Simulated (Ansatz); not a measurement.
# Ag(111) with 4 layers of random Ag-Al, 2x2: scattering by chemical disorder, part 2 of 2

Wanted: resistance against the alloy's length, first Ag(111) with 4 layers of random Ag-Al, 2x2.

Ansatz 0.2.0; Ansatz plane-wave DFT, PBE, PAW files; ballistic transport by layer matching (Landauer), zero bias; PAW set soft_1.

So far. Step 3 (With 8 alloy layers): Over the solved energies the transmission per spin lies between 2.31 and 2.56, out of 3.23 channels of the lead on average (up to 3.23). The log calls the step of a lead's potential too much.

## 4. With 12 alloy layers

e

System of this step: Ag(111) with 12 layers of random Ag-Al, 2x2. The cell holds 72 atoms: 66 Ag and 6 Al. Its edges and angles: a = 5.779 Å, b = 5.779 Å, c = 42.465 Å, α = 90.0°, β = 90.0°, γ = 120.0°. It derives from Ag. Regions: lead, 24 atoms (24 Ag); scattering region, 48 atoms (42 Ag and 6 Al). The structure is stacked along c, and the current runs across the ab planes.

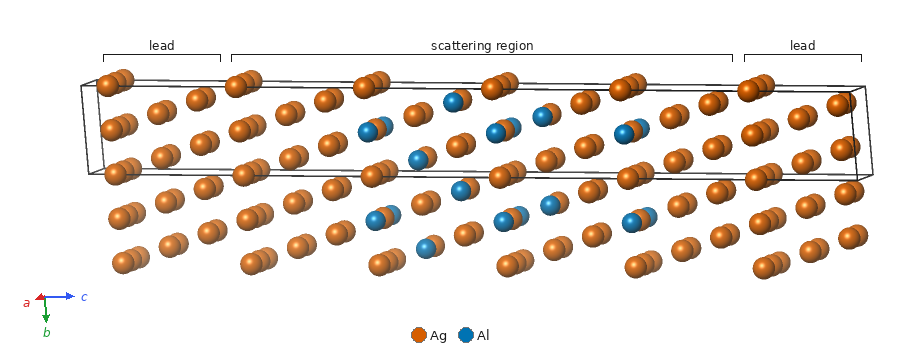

The cell of this step (silver orange, aluminium blue). 1×2×1 cells are drawn. Some periodic images of atoms are drawn too.

Input file input.yaml:

```yaml
crystal:
  lattice:
    - [5.7787594586, 0.0, 0.0]
    - [-2.8893797293, 5.0045524935, 0.0]
    - [0.0, 0.0, 42.4650360593]
  atoms:
    - { symbol: Ag, position: [0.0, 0.0, 0.0277777778] }
    - { symbol: Ag, position: [0.0, 0.5, 0.0277777778] }
    - { symbol: Ag, position: [0.5, 0.0, 0.0277777778] }
    - { symbol: Ag, position: [0.5, 0.5, 0.0277777778] }
    - { symbol: Ag, position: [0.1666666667, 0.3333333333, 0.0833333333] }
    - { symbol: Ag, position: [0.1666666667, 0.8333333333, 0.0833333333] }
    - { symbol: Ag, position: [0.6666666667, 0.3333333333, 0.0833333333] }
    - { symbol: Ag, position: [0.6666666667, 0.8333333333, 0.0833333333] }
    - { symbol: Ag, position: [0.3333333333, 0.1666666667, 0.1388888889] }
    - { symbol: Ag, position: [0.3333333333, 0.6666666667, 0.1388888889] }
    - { symbol: Ag, position: [0.8333333333, 0.1666666667, 0.1388888889] }
    - { symbol: Ag, position: [0.8333333333, 0.6666666667, 0.1388888889] }
    - { symbol: Ag, position: [0.0, 0.0, 0.1944444444] }
    - { symbol: Ag, position: [0.0, 0.5, 0.1944444444] }
    - { symbol: Ag, position: [0.5, 0.0, 0.1944444444] }
    - { symbol: Ag, position: [0.5, 0.5, 0.1944444444] }
    - { symbol: Ag, position: [0.1666666667, 0.3333333333, 0.25] }
    - { symbol: Ag, position: [0.1666666667, 0.8333333333, 0.25] }
    - { symbol: Ag, position: [0.6666666667, 0.3333333333, 0.25] }
    - { symbol: Ag, position: [0.6666666667, 0.8333333333, 0.25] }
    - { symbol: Ag, position: [0.3333333333, 0.1666666667, 0.3055555556] }
    - { symbol: Ag, position: [0.3333333333, 0.6666666667, 0.3055555556] }
    - { symbol: Ag, position: [0.8333333333, 0.1666666667, 0.3055555556] }
    - { symbol: Ag, position: [0.8333333333, 0.6666666667, 0.3055555556] }
    - { symbol: Ag, position: [0.0, 0.0, 0.3611111111] }
    - { symbol: Al, position: [0.0, 0.5, 0.3611111111] }
    - { symbol: Ag, position: [0.5, 0.0, 0.3611111111] }
    - { symbol: Ag, position: [0.5, 0.5, 0.3611111111] }
    - { symbol: Ag, position: [0.1666666667, 0.3333333333, 0.4166666667] }
    - { symbol: Ag, position: [0.1666666667, 0.8333333333, 0.4166666667] }
    - { symbol: Ag, position: [0.6666666667, 0.3333333333, 0.4166666667] }
    - { symbol: Al, position: [0.6666666667, 0.8333333333, 0.4166666667] }
    - { symbol: Ag, position: [0.3333333333, 0.1666666667, 0.4722222222] }
    - { symbol: Ag, position: [0.3333333333, 0.6666666667, 0.4722222222] }
    - { symbol: Al, position: [0.8333333333, 0.1666666667, 0.4722222222] }
    - { symbol: Ag, position: [0.8333333333, 0.6666666667, 0.4722222222] }
    - { symbol: Ag, position: [0.0, 0.0, 0.5277777778] }
    - { symbol: Al, position: [0.0, 0.5, 0.5277777778] }
    - { symbol: Ag, position: [0.5, 0.0, 0.5277777778] }
    - { symbol: Ag, position: [0.5, 0.5, 0.5277777778] }
    - { symbol: Ag, position: [0.1666666667, 0.3333333333, 0.5833333333] }
    - { symbol: Ag, position: [0.1666666667, 0.8333333333, 0.5833333333] }
    - { symbol: Al, position: [0.6666666667, 0.3333333333, 0.5833333333] }
    - { symbol: Ag, position: [0.6666666667, 0.8333333333, 0.5833333333] }
    - { symbol: Ag, position: [0.3333333333, 0.1666666667, 0.6388888889] }
    - { symbol: Ag, position: [0.3333333333, 0.6666666667, 0.6388888889] }
    - { symbol: Ag, position: [0.8333333333, 0.1666666667, 0.6388888889] }
    - { symbol: Ag, position: [0.8333333333, 0.6666666667, 0.6388888889] }
    - { symbol: Ag, position: [0.0, 0.0, 0.6944444444] }
    - { symbol: Al, position: [0.0, 0.5, 0.6944444444] }
    - { symbol: Ag, position: [0.5, 0.0, 0.6944444444] }
    - { symbol: Ag, position: [0.5, 0.5, 0.6944444444] }
    - { symbol: Ag, position: [0.1666666667, 0.3333333333, 0.75] }
    - { symbol: Ag, position: [0.1666666667, 0.8333333333, 0.75] }
    - { symbol: Ag, position: [0.6666666667, 0.3333333333, 0.75] }
    - { symbol: Ag, position: [0.6666666667, 0.8333333333, 0.75] }
    - { symbol: Ag, position: [0.3333333333, 0.1666666667, 0.8055555556] }
    - { symbol: Ag, position: [0.3333333333, 0.6666666667, 0.8055555556] }
    - { symbol: Ag, position: [0.8333333333, 0.1666666667, 0.8055555556] }
    - { symbol: Ag, position: [0.8333333333, 0.6666666667, 0.8055555556] }
    - { symbol: Ag, position: [0.0, 0.0, 0.8611111111] }
    - { symbol: Ag, position: [0.0, 0.5, 0.8611111111] }
    - { symbol: Ag, position: [0.5, 0.0, 0.8611111111] }
    - { symbol: Ag, position: [0.5, 0.5, 0.8611111111] }
    - { symbol: Ag, position: [0.1666666667, 0.3333333333, 0.9166666667] }
    - { symbol: Ag, position: [0.1666666667, 0.8333333333, 0.9166666667] }
    - { symbol: Ag, position: [0.6666666667, 0.3333333333, 0.9166666667] }
    - { symbol: Ag, position: [0.6666666667, 0.8333333333, 0.9166666667] }
    - { symbol: Ag, position: [0.3333333333, 0.1666666667, 0.9722222222] }
    - { symbol: Ag, position: [0.3333333333, 0.6666666667, 0.9722222222] }
    - { symbol: Ag, position: [0.8333333333, 0.1666666667, 0.9722222222] }
    - { symbol: Ag, position: [0.8333333333, 0.6666666667, 0.9722222222] }
kpoints:
  mp_grid: { grid: [4, 4, 1] }
hamiltonian:
  xc: pbe
  pseudopotentials: { kind: paw, azcp: { folder: soft_1 } }
scf:
  occupations: { method: fermi_dirac, width: 0.1 }
output:
  transmission: { leads: [[0, 4]], kmesh: [8, 8], e_range: [-0.05, 0.05], de: 0.05 }
  write_potential: true
  write_density: true
  volumetric_format: npy
```

The run is started by

```sh
$ ansatz run input.yaml --threads 4 --pin off --max-ram 15360MiB --backend cpu --events-out ev --progress --plain --runs-dir out
```

Numbers of over 12 decimals in the logs are rounded to 6 here.

Output:

```text
[...]
Crystal: 72 atoms, lattice volume = 1228.093 Å³
Basis set: ecut = 420 eV, 24081 PW (Γ)
Bands: 764, of which v1, the nominal top of the filled ones, is band 636 counted from 1 (635 counted from 0)
Symmetry: 1 space group operations
[...]
k-points: 10 of 16 (time reversal used)
[...]
SCF iter   1: F=—  HF=-504226.480256 eV  |F-HF|=—  |Δ(HF+E_count)|=         —  Δρ=7.47e-2  dr2=8.67e1  ethr=3.10e-3  ⟨swp⟩=4.1  Hψ=22950  notcnv=0  defer=252
[...]
SCF iter  13: F=-504206.296071 eV  HF=-504206.296071 eV  |F-HF|=8.29e-8  |Δ(HF+E_count)|=   3.84e-9  Δρ=1.20e-6  dr2=8.69e-8  ethr=7.86e-12  ⟨swp⟩=7.2  Hψ=28649  notcnv=0
SCF 1 converged in 13 iterations: F = -504206.296071 eV  dr2 = 8.69e-8
[...]
transmission: 186 of 1802 steps passed
transmission: 363 of 1802 steps passed
[...]
transmission: 1802 of 1802 steps passed
SCF converged after 13 iterations
Free energy (F): -504206.296071 eV
[...]
Internal energy: -504205.564450 eV  (E = F + TS)
E sigma→0 (E₀):  -504205.930260 eV
Entropy (-TS):   -0.731621 eV (-10.161 meV/atom)
Fermi energy:    16.514261 eV
[...]
--- Band table (eV; the first three rows and the last of 10) ---
  k-point 0: bands = [... 632 lower, 16.5688, 16.5770, 16.6275, 16.6565, 16.7408, 16.8259, 16.8447, 16.8685, ... 124 higher]
  k-point 1: bands = [... 632 lower, 16.2028, 16.2447, 16.3077, 16.3910, 16.4251, 16.4630, 16.6269, 16.7216, ... 124 higher]
  k-point 2: bands = [... 632 lower, 16.1743, 16.1890, 16.2418, 16.2529, 16.4433, 16.4532, 16.6045, 16.6550, ... 124 higher]
  k-point 9: bands = [... 632 lower, 16.1731, 16.1767, 16.1959, 16.2426, 16.4642, 16.5013, 16.6109, 16.6338, ... 124 higher]
--- Transmission ---
  basis      : 253 plane waves across, 53 finite elements along
  points     : 34, standing for a mesh of 8 x 8
[...]
channels       : 3.234375e0 a spin
[...]
junction   : crystal 0 to crystal 0, 1.66 to 41.77 Å
    transmission   : 2.234009e0 a spin
[...]
```

Wall time 27 min (4 threads of Arm Neoverse V1, shared host); peak memory 7.5 GiB.

Numbers from this step:

- free energy: -504206.2961 eV
- energy at zero smearing: -504205.9303 eV
- Fermi energy: 16.51 eV
- transmission per spin nearest the Fermi level: 2.234
- step of the lead's potential: 7.1 meV

Per spin. The transmission, zone mean by energy, zero at the Fermi level:

```
energy (eV)  transmission, zone mean
    -0.0500                     2.24
     0.0000                     2.23
     0.0500                     2.25
```

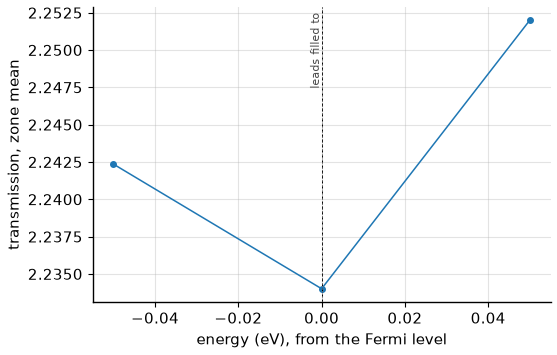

Transmission, zone mean, plotted against energy.

Over the solved energies the transmission per spin lies between 2.23 and 2.25, out of 3.27 channels of the lead on average (up to 3.33).

## 5. The fit

 

This step: Ansatz plane-wave DFT, PBE, PAW files; ballistic transport by layer matching (Landauer), zero bias; residual resistivity from the slope of the area resistance, atoms on the host's lattice; PAW set soft_1 (Ansatz 0.2.0).

Numbers from this step:

* resistivity: 20.54 µΩ cm
* intercept: -0.04839 fΩ m²
* scatter about the fit: 0.01658 fΩ m²

Resistance, by row:

```
run  length (Å)      T  channels N  RA (fΩ m²)
 n4       9.437  2.924       3.266      0.1337
 n8       18.87  2.461       3.234      0.3627
n12       28.31  2.243       3.266      0.5213
```

Area resistance against length of the alloy:

| length of the alloy (Å) | area resistance (fΩ m²) |
| --- | --- |
| 9.44 | 0.134 |
| 18.87 | 0.363 |
| 28.31 | 0.521 |

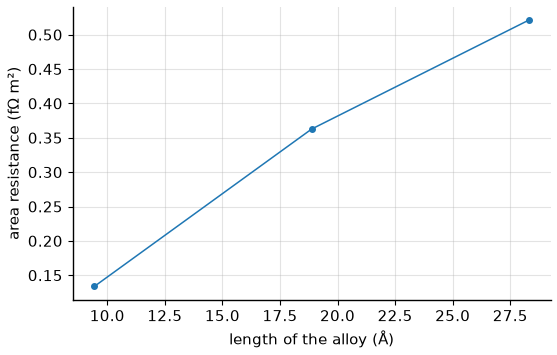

Area resistance against length of the alloy.

The area resistance goes from 0.13 to 0.52 fΩ m² between 9.4 and 28.3 Å, a slope of 21 µΩ cm.

By hand from the end points: (0.5213 − 0.1337) fΩ m² / (28.31 − 9.44) Å = 21 µΩ cm, since 1 fΩ m² per Å is 1000 µΩ cm.

## 6. Summary of results

```yaml
resistivity_from_the_slope: 20.5 µΩ cm
area_resistance_over_9p44_a: 0.134 fΩ m²
area_resistance_over_18p9_a: 0.363 fΩ m²
area_resistance_over_28p3_a: 0.521 fΩ m²
```

What this shows: The slope gives 21 µΩ cm. The points scatter by 0.017 fΩ m² about the line, with one random draw a length in a 2x2 cell, so the slope is a rough value. Read with a model of isotropic scattering on a spherical Fermi surface and the lead's 0.87×10¹⁵ S/m², this slope means a mean free path near 44 Å; over these lengths the model's slope is 1.07 times its bulk resistivity, which would be 19 µΩ cm. The draw over the shortest length came out nearly ordered, with 8 symmetry operations, so that point is a poor sample of a random alloy. The atoms sit on the host's lattice, so scattering by size misfit is left out. A lead's potential steps by up to 39 meV from period to period, which the log calls too much, so longer leads could move the result.

[Logs are printed without paths, hosts, clocks, repeated set-up lines and the standing remarks that a program may print on its own settings, such as how far it seeks lower states.]

[Hosts, paths, dates, database ids (printed as entryN), source tags and the programs' standing remarks are cut or masked in the printed files.]
